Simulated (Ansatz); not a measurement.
## Run report: GeSi5, geometry relaxation (part 1 of 3)

System: GeSi5 (P-62m, 6 atoms in the cell).
Method: DFT PBE, scalar-relativistic, plane waves, PAW, no spin polarisation (Ansatz 0.2.0).

The structure was made by a generator, so it may or may not be a known phase.

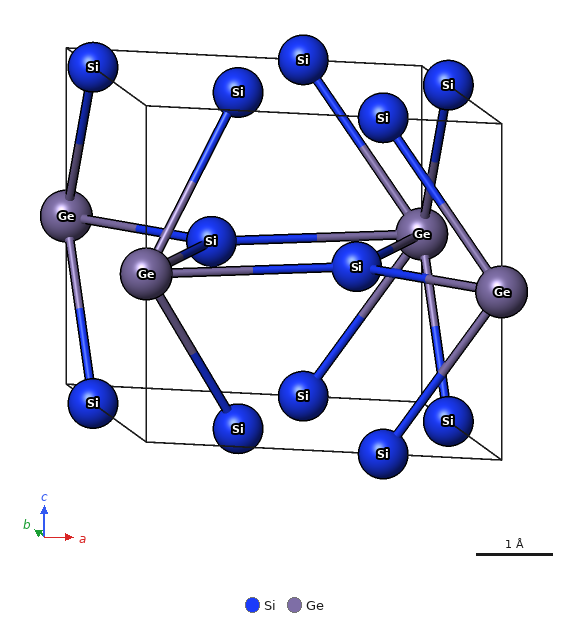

Figure 1. The starting structure (ball-and-stick view of the cell of the calculation, seen slightly off an axis). An atom can appear more than once, as a periodic image.

## The input
```yaml
crystal:
  lattice:
    - [4.93830999, 0.0, 0.0]
    - [-2.46915499, 4.2767019, 0.0]
    - [0.0, 0.0, 4.51069943]
  atoms:
    - { symbol: Si, position: [0.33333333, 0.33333333, 0.0] }
    - { symbol: Si, position: [0.0, 0.66666667, 0.0] }
    - { symbol: Si, position: [0.66666667, 0.0, 0.0] }
    - { symbol: Si, position: [0.66666667, 0.33333333, 0.5] }
    - { symbol: Si, position: [0.33333333, 0.66666667, 0.5] }
    - { symbol: Ge, position: [0.0, 0.0, 0.5] }
basis:
  ecutwfc: 420
kpoints:
  mp_grid: { grid: [12, 12, 8] }
hamiltonian:
  xc: pbe
scf:
  occupations: { method: gaussian, width: 0.1 }
output:
  forces: true
  stress: true
  eigenvalues: true
  write_density: true
  write_potential: true
  elf: true
  volumetric_format: npy
relax:
  adjacent_minimum: "off"
  f_tol: 0.01
  max_steps: 80
  cell: { stress_tol: 0.05 }
```

Machine: 1 thread of AMD EPYC (Zen 3), 189 GiB of memory available, shared host.

Command:
```bash
ansatz run input.yaml --threads 1 --pin off --max-ram 2560MiB --backend cpu --events-out ev --progress --plain --runs-dir out
```

## Output
```
Engine: ansatz 0.2.0, x86_64-unknown-linux-gnu
Pseudopotentials: kind: paw
Pseudopotential: Si, paw, valence charge 4, recommended cutoff 420 eV (normal), Si.paw.azcp
Pseudopotential: Ge, paw, valence charge 14, recommended cutoff 420 eV (normal), Ge.paw.azcp
Functional definition: PBE
  parameter kappa = 0.804
  parameter beta = 0.06672455060314922
  exchange = pbe_x(kappa = kappa, mu = beta*pi^2/3)
  correlation = pbe_c(beta = beta)
Crystal: 6 atoms, lattice volume = 95.265 Å³
Basis set: ecut = 420 eV, 1845 PW (Γ), exchange–correlation on 72×72×64 points (8 copies of the dense FFT grid, shifted against one another)
Bands: 23, of which v1, the nominal top of the filled ones, is band 17 counted from 1 (16 counted from 0)
Symmetry: 12 space group operations
Space group: P-62m (ITA 189), of the structure as read, at distance tolerance 4.6e-5 Å
k-points: 95 of 1152 (time reversal used)
Non-local potential: Si, projectors of the file, l = 0: 2, l = 1: 2, l = 2: 2
Non-local potential: Ge, projectors of the file, l = 0: 2, l = 1: 2, l = 2: 3, l = 3: 1
PAW form: soft (Blöchl's): semilocal exchange-correlation on the pseudo side does not see the compensation charge
PAW one-centre angular grid: Si, 110 points (default); XC on 64 Gauss nodes
PAW one-centre angular grid: Ge, 590 points (default); XC on 64 Gauss nodes
Initial density: superposition of atomic densities (neutral atoms: chi_scale 0, normalization atom), corrected by the library's trained network
Initial wavefunctions: pseudopotential atomic-orbital guess
Functional: x = pbe(κ = 0.804, μ = 0.2195149727645171), c = pbe(β = 0.06672455060314922)
SCF iter   1: F=—  HF=-7470.778455 eV  |F-HF|=—  |Δ(HF+E_count)|=         —  Δρ=2.48e-3  dr2=3.14e-3  ethr=1.77e-3  ⟨swp⟩=6.0  Hψ=11081  notcnv=0
preconditioner: auto → Kerker (q_TF=auto, 2.298 Å⁻¹)  [metal: Δε(μ)=0.009 eV  Ē_g=7.597 eV  σ=0.100 eV  W_gap=0.05  n_scr=20 (ndim 8)  ℏωp=18.6 eV  f_vac=0.000  D(μ)=2.45/eV (n_scr^D=20)]
SCF iter   2: F=—  HF=-7470.779245 eV  |F-HF|=—  |Δ(HF+E_count)|=   7.90e-4  Δρ=1.46e-3  dr2=1.14e-3  ethr=9.24e-6  ⟨swp⟩=2.0  Hψ=3710  notcnv=0
SCF iter   3: F=—  HF=-7470.779976 eV  |F-HF|=—  |Δ(HF+E_count)|=   7.31e-4  Δρ=5.90e-4  dr2=2.06e-4  ethr=3.35e-6  ⟨swp⟩=2.9  Hψ=3638  notcnv=0
SCF iter   4: F=—  HF=-7470.779751 eV  |F-HF|=—  |Δ(HF+E_count)|=   2.25e-4  Δρ=1.56e-4  dr2=1.38e-5  ethr=6.05e-7  ⟨swp⟩=2.3  Hψ=3613  notcnv=0
SCF iter   5: F=—  HF=-7470.779743 eV  |F-HF|=—  |Δ(HF+E_count)|=   7.66e-6  Δρ=2.55e-5  dr2=2.87e-7  ethr=4.05e-8  ⟨swp⟩=2.0  Hψ=3689  notcnv=0
SCF iter   6: F=-7470.779744 eV  HF=-7470.779744 eV  |F-HF|=1.28e-9  |Δ(HF+E_count)|=   4.13e-7  Δρ=2.85e-6  dr2=6.50e-9  ethr=2.94e-10  ⟨swp⟩=10.5  Hψ=15272  notcnv=0
SCF 1 converged in 6 iterations: F = -7470.779744 eV  dr2 = 6.50e-9
  greatest PAW one-centre occupation: 0.998 electrons in one spin orbital (limit 2), on the Ge atom at site 5 (counted from 0), in its partial waves of l = 2
relax step   1: F+E_penalty+E_count = -7470.77974371 eV  Δ(F+E_penalty+E_count) = +0.000e0 eV  max|allowed force component| = 3.128e-1 eV/Å  Δτ_max = 0.0000 Å  P = -2.505 GPa  Ω = 95.265 Å³  (6 SCF iters, dr2 threshold 1.00e-7 eV, accepted)
Crystal: 6 atoms, lattice volume = 91.948 Å³
Basis set: ecut = 420 eV, 1749 PW (Γ), exchange–correlation on 72×72×64 points (8 copies of the dense FFT grid, shifted against one another)
Initial density: handed on by an earlier stage of this run
Initial wavefunctions: those handed on with the density
iter 1 solved again at ethr=3.19e-5 eV; its pass at ethr=3.10e-3 eV (dr2=1.09e-2 eV) is discarded
SCF iter   1: F=—  HF=-7470.845467 eV  |F-HF|=—  |Δ(HF+E_count)|=         —  Δρ=2.14e-3  dr2=1.11e-2  ethr=3.19e-5  ⟨swp⟩=1.1  Hψ=13608  notcnv=0
preconditioner: auto → Kerker (q_TF=auto, 2.311 Å⁻¹)  [metal: Δε(μ)=0.028 eV  Ē_g=7.779 eV  σ=0.100 eV  W_gap=0.16  n_scr=20 (ndim 8)  ℏωp=19.0 eV  f_vac=0.000  D(μ)=2.74/eV (n_scr^D=20)]
SCF iter   2: F=—  HF=-7470.843282 eV  |F-HF|=—  |Δ(HF+E_count)|=   2.19e-3  Δρ=1.32e-3  dr2=3.89e-3  ethr=3.19e-5  ⟨swp⟩=1.0  Hψ=2188  notcnv=0
SCF iter   3: F=—  HF=-7470.842231 eV  |F-HF|=—  |Δ(HF+E_count)|=   1.05e-3  Δρ=2.65e-4  dr2=3.65e-5  ethr=1.14e-5  ⟨swp⟩=2.2  Hψ=3192  notcnv=0
SCF iter   4: F=—  HF=-7470.842220 eV  |F-HF|=—  |Δ(HF+E_count)|=   1.02e-5  Δρ=1.18e-4  dr2=1.12e-5  ethr=1.07e-7  ⟨swp⟩=2.1  Hψ=3738  notcnv=0
SCF iter   5: F=-7470.842218 eV  HF=-7470.842218 eV  |F-HF|=1.25e-7  |Δ(HF+E_count)|=   1.93e-6  Δρ=2.29e-5  dr2=4.27e-7  ethr=1.76e-9  ⟨swp⟩=7.6  Hψ=16229  notcnv=0
SCF 2 converged in 5 iterations: F = -7470.842218 eV  dr2 = 4.27e-7
relax step   2: F+E_penalty+E_count = -7470.84221831 eV  Δ(F+E_penalty+E_count) = -6.247e-2 eV  max|allowed force component| = 2.022e-1 eV/Å  Δτ_max = 0.0459 Å  P = +0.107 GPa  Ω = 91.948 Å³  energy of the carried Pulay correction = +6.452e-4 eV  (5 SCF iters, dr2 threshold 6.00e-7 eV, accepted)
Crystal: 6 atoms, lattice volume = 91.602 Å³
iter 1 solved again at ethr=3.30e-5 eV; its pass at ethr=3.10e-3 eV (dr2=1.12e-2 eV) is discarded
SCF iter   1: F=—  HF=-7470.866918 eV  |F-HF|=—  |Δ(HF+E_count)|=         —  Δρ=2.11e-3  dr2=1.12e-2  ethr=3.30e-5  ⟨swp⟩=2.0  Hψ=12946  notcnv=0
preconditioner: auto → Kerker (q_TF=auto, 2.313 Å⁻¹)  [metal: Δε(μ)=0.013 eV  Ē_g=7.804 eV  σ=0.100 eV  W_gap=0.08  n_scr=20 (ndim 8)  ℏωp=19.0 eV  f_vac=0.000  D(μ)=2.79/eV (n_scr^D=20)]
SCF iter   2: F=—  HF=-7470.864891 eV  |F-HF|=—  |Δ(HF+E_count)|=   2.03e-3  Δρ=1.32e-3  dr2=4.07e-3  ethr=3.29e-5  ⟨swp⟩=1.0  Hψ=2185  notcnv=0
SCF iter   3: F=—  HF=-7470.863787 eV  |F-HF|=—  |Δ(HF+E_count)|=   1.10e-3  Δρ=2.29e-4  dr2=2.78e-5  ethr=1.20e-5  ⟨swp⟩=2.1  Hψ=3051  notcnv=0
SCF iter   4: F=—  HF=-7470.863791 eV  |F-HF|=—  |Δ(HF+E_count)|=   3.51e-6  Δρ=1.08e-4  dr2=9.53e-6  ethr=8.18e-8  ⟨swp⟩=2.2  Hψ=3731  notcnv=0
SCF iter   5: F=—  HF=-7470.863790 eV  |F-HF|=—  |Δ(HF+E_count)|=   1.31e-6  Δρ=3.54e-5  dr2=1.02e-6  ethr=2.80e-8  ⟨swp⟩=2.5  Hψ=3435  notcnv=0
SCF iter   6: F=-7470.863789 eV  HF=-7470.863789 eV  |F-HF|=2.20e-8  |Δ(HF+E_count)|=   2.14e-7  Δρ=5.97e-6  dr2=3.21e-8  ethr=1.76e-9  ⟨swp⟩=9.2  Hψ=15220  notcnv=0
SCF 3 converged in 6 iterations: F = -7470.863789 eV  dr2 = 3.21e-8
relax step   3: F+E_penalty+E_count = -7470.86378944 eV  Δ(F+E_penalty+E_count) = -2.157e-2 eV  max|allowed force component| = 5.826e-2 eV/Å  Δτ_max = 0.0578 Å  P = +0.583 GPa  Ω = 91.602 Å³  energy of the carried Pulay correction = +7.139e-4 eV  (6 SCF iters, dr2 threshold 6.00e-7 eV, accepted)
Crystal: 6 atoms, lattice volume = 92.606 Å³
Basis set: ecut = 420 eV, 1785 PW (Γ), exchange–correlation on 72×72×64 points (8 copies of the dense FFT grid, shifted against one another)
iter 1 solved again at ethr=5.26e-6 eV; its pass at ethr=3.10e-3 eV (dr2=1.79e-3 eV) is discarded
SCF iter   1: F=—  HF=-7470.870083 eV  |F-HF|=—  |Δ(HF+E_count)|=         —  Δρ=1.02e-3  dr2=1.78e-3  ethr=5.26e-6  ⟨swp⟩=1.4  Hψ=13205  notcnv=0
preconditioner: auto → Kerker (q_TF=auto, 2.309 Å⁻¹)  [metal: Δε(μ)=0.005 eV  Ē_g=7.746 eV  σ=0.100 eV  W_gap=0.03  n_scr=20 (ndim 8)  ℏωp=18.9 eV  f_vac=0.000  D(μ)=2.67/eV (n_scr^D=20)]
SCF iter   2: F=—  HF=-7470.869810 eV  |F-HF|=—  |Δ(HF+E_count)|=   2.73e-4  Δρ=6.39e-4  dr2=6.74e-4  ethr=5.22e-6  ⟨swp⟩=1.0  Hψ=2185  notcnv=0
SCF iter   3: F=—  HF=-7470.869639 eV  |F-HF|=—  |Δ(HF+E_count)|=   1.71e-4  Δρ=8.04e-5  dr2=3.47e-6  ethr=1.98e-6  ⟨swp⟩=2.3  Hψ=3076  notcnv=0
SCF iter   4: F=—  HF=-7470.869648 eV  |F-HF|=—  |Δ(HF+E_count)|=   9.56e-6  Δρ=3.82e-5  dr2=1.26e-6  ethr=1.76e-9  ⟨swp⟩=10.4  Hψ=18960  notcnv=0
SCF iter   5: F=-7470.869648 eV  HF=-7470.869648 eV  |F-HF|=1.35e-7  |Δ(HF+E_count)|=   1.46e-7  Δρ=1.49e-5  dr2=1.97e-7  ethr=1.76e-9  ⟨swp⟩=7.8  Hψ=12706  notcnv=0
the search or the solves at the SCF's close seem to have found levels that the self-consistency loop had missed (the run counts 2). By its estimate they hold under 1e-12 electrons; where the run keeps them, the occupations were computed again with them
SCF 4 converged in 5 iterations: F = -7470.869648 eV  dr2 = 1.97e-7
relax step   4: F+E_penalty+E_count = -7470.86964816 eV  Δ(F+E_penalty+E_count) = -5.859e-3 eV  max|allowed force component| = 1.920e-2 eV/Å  Δτ_max = 0.0273 Å  P = -0.136 GPa  Ω = 92.606 Å³  energy of the carried Pulay correction = +5.155e-4 eV  (5 SCF iters, dr2 threshold 6.00e-7 eV, accepted)
Crystal: 6 atoms, lattice volume = 92.778 Å³
iter 1 solved again at ethr=4.03e-6 eV; its pass at ethr=3.10e-3 eV (dr2=1.37e-3 eV) is discarded
SCF iter   1: F=—  HF=-7470.872523 eV  |F-HF|=—  |Δ(HF+E_count)|=         —  Δρ=8.52e-4  dr2=1.44e-3  ethr=4.03e-6  ⟨swp⟩=2.1  Hψ=13170  notcnv=0
preconditioner: auto → Kerker (q_TF=auto, 2.308 Å⁻¹)  [metal: Δε(μ)=0.011 eV  Ē_g=7.743 eV  σ=0.100 eV  W_gap=0.06  n_scr=20 (ndim 8)  ℏωp=18.9 eV  f_vac=0.000  D(μ)=2.65/eV (n_scr^D=20)]
SCF iter   2: F=—  HF=-7470.872273 eV  |F-HF|=—  |Δ(HF+E_count)|=   2.49e-4  Δρ=5.23e-4  dr2=5.05e-4  ethr=4.03e-6  ⟨swp⟩=1.0  Hψ=2186  notcnv=0
SCF iter   3: F=—  HF=-7470.872140 eV  |F-HF|=—  |Δ(HF+E_count)|=   1.33e-4  Δρ=9.06e-5  dr2=6.33e-6  ethr=1.49e-6  ⟨swp⟩=2.5  Hψ=3450  notcnv=0
SCF iter   4: F=—  HF=-7470.872137 eV  |F-HF|=—  |Δ(HF+E_count)|=   3.56e-6  Δρ=3.72e-5  dr2=1.16e-6  ethr=1.60e-9  ⟨swp⟩=10.7  Hψ=19106  notcnv=0
SCF iter   5: F=-7470.872137 eV  HF=-7470.872137 eV  |F-HF|=5.43e-8  |Δ(HF+E_count)|=   4.58e-8  Δρ=8.59e-6  dr2=9.28e-8  ethr=1.60e-9  ⟨swp⟩=8.0  Hψ=13147  notcnv=0
SCF 5 converged in 5 iterations: F = -7470.872137 eV  dr2 = 9.28e-8
relax step   5: F+E_penalty+E_count = -7470.87213667 eV  Δ(F+E_penalty+E_count) = -2.489e-3 eV  max|allowed force component| = 1.588e-3 eV/Å  Δτ_max = 0.0198 Å  P = -0.161 GPa  Ω = 92.778 Å³  energy of the carried Pulay correction = +4.817e-4 eV  (5 SCF iters, dr2 threshold 5.43e-7 eV, accepted)
Crystal: 6 atoms, lattice volume = 93.049 Å³
Basis set: ecut = 420 eV, 1809 PW (Γ), exchange–correlation on 72×72×64 points (8 copies of the dense FFT grid, shifted against one another)
iter 1 solved again at ethr=1.95e-5 eV; its pass at ethr=3.10e-3 eV (dr2=6.62e-3 eV) is discarded
SCF iter   1: F=—  HF=-7470.882271 eV  |F-HF|=—  |Δ(HF+E_count)|=         —  Δρ=2.14e-3  dr2=6.73e-3  ethr=1.95e-5  ⟨swp⟩=1.1  Hψ=14418  notcnv=0
preconditioner: auto → Kerker (q_TF=auto, 2.307 Å⁻¹)  [metal: Δε(μ)=0.007 eV  Ē_g=7.743 eV  σ=0.100 eV  W_gap=0.04  n_scr=20 (ndim 8)  ℏωp=18.9 eV  f_vac=0.000  D(μ)=2.59/eV (n_scr^D=20)]
SCF iter   2: F=—  HF=-7470.881113 eV  |F-HF|=—  |Δ(HF+E_count)|=   1.16e-3  Δρ=1.34e-3  dr2=2.55e-3  ethr=1.95e-5  ⟨swp⟩=1.0  Hψ=2185  notcnv=0
SCF iter   3: F=—  HF=-7470.880451 eV  |F-HF|=—  |Δ(HF+E_count)|=   6.62e-4  Δρ=1.85e-4  dr2=1.60e-5  ethr=7.50e-6  ⟨swp⟩=2.7  Hψ=3710  notcnv=0
SCF iter   4: F=—  HF=-7470.880437 eV  |F-HF|=—  |Δ(HF+E_count)|=   1.44e-5  Δρ=8.32e-5  dr2=5.60e-6  ethr=4.70e-8  ⟨swp⟩=2.0  Hψ=3753  notcnv=0
SCF iter   5: F=-7470.880437 eV  HF=-7470.880437 eV  |F-HF|=7.77e-8  |Δ(HF+E_count)|=   2.70e-7  Δρ=1.59e-5  dr2=2.36e-7  ethr=1.76e-9  ⟨swp⟩=7.8  Hψ=15623  notcnv=0
SCF 6 converged in 5 iterations: F = -7470.880437 eV  dr2 = 2.36e-7
relax step   6: F+E_penalty+E_count = -7470.88043708 eV  Δ(F+E_penalty+E_count) = -8.300e-3 eV  max|allowed force component| = 3.801e-2 eV/Å  Δτ_max = 0.0393 Å  P = -0.003 GPa  Ω = 93.049 Å³  energy of the carried Pulay correction = +4.286e-4 eV  (5 SCF iters, dr2 threshold 6.00e-7 eV, accepted)
Crystal: 6 atoms, lattice volume = 93.747 Å³
Basis set: ecut = 420 eV, 1843 PW (Γ), exchange–correlation on 72×72×64 points (8 copies of the dense FFT grid, shifted against one another)
iter 1 solved again at ethr=1.20e-4 eV; its pass at ethr=3.10e-3 eV (dr2=4.09e-2 eV) is discarded
SCF iter   1: F=—  HF=-7470.787222 eV  |F-HF|=—  |Δ(HF+E_count)|=         —  Δρ=5.36e-3  dr2=4.24e-2  ethr=1.20e-4  ⟨swp⟩=1.0  Hψ=13930  notcnv=0
preconditioner: auto → Kerker (q_TF=auto, 2.304 Å⁻¹)  [metal: Δε(μ)=0.017 eV  Ē_g=7.728 eV  σ=0.100 eV  W_gap=0.09  n_scr=20 (ndim 8)  ℏωp=18.8 eV  f_vac=0.000  D(μ)=2.33/eV (n_scr^D=20)]
SCF iter   2: F=—  HF=-7470.779930 eV  |F-HF|=—  |Δ(HF+E_count)|=   7.29e-3  Δρ=3.32e-3  dr2=1.53e-2  ethr=1.20e-4  ⟨swp⟩=1.0  Hψ=2185  notcnv=0
SCF iter   3: F=—  HF=-7470.776116 eV  |F-HF|=—  |Δ(HF+E_count)|=   3.81e-3  Δρ=4.43e-4  dr2=1.03e-4  ethr=4.50e-5  ⟨swp⟩=2.7  Hψ=3271  notcnv=0
SCF iter   4: F=—  HF=-7470.776004 eV  |F-HF|=—  |Δ(HF+E_count)|=   1.12e-4  Δρ=1.94e-4  dr2=4.04e-5  ethr=3.02e-7  ⟨swp⟩=2.1  Hψ=3691  notcnv=0
SCF iter   5: F=—  HF=-7470.775996 eV  |F-HF|=—  |Δ(HF+E_count)|=   7.99e-6  Δρ=7.77e-5  dr2=6.21e-6  ethr=1.19e-7  ⟨swp⟩=2.3  Hψ=3172  notcnv=0
SCF iter   6: F=-7470.775994 eV  HF=-7470.775994 eV  |F-HF|=1.49e-7  |Δ(HF+E_count)|=   1.24e-6  Δρ=1.55e-5  dr2=2.32e-7  ethr=1.76e-9  ⟨swp⟩=8.2  Hψ=16414  notcnv=0
SCF 7 converged in 6 iterations: F = -7470.775994 eV  dr2 = 2.32e-7
relax step   7: F+E_penalty+E_count = -7470.77599435 eV  Δ(F+E_penalty+E_count) = +1.044e-1 eV  max|allowed force component| = 1.290e-1 eV/Å  Δτ_max = 0.0686 Å  P = +0.830 GPa  Ω = 93.747 Å³  energy of the carried Pulay correction = +2.925e-4 eV  (6 SCF iters, dr2 threshold 6.00e-7 eV, rejected (line search))
Crystal: 6 atoms, lattice volume = 93.721 Å³
Basis set: ecut = 420 eV, 1857 PW (Γ), exchange–correlation on 72×72×64 points (8 copies of the dense FFT grid, shifted against one another)
iter 1 solved again at ethr=1.34e-4 eV; its pass at ethr=3.10e-3 eV (dr2=4.54e-2 eV) is discarded
```
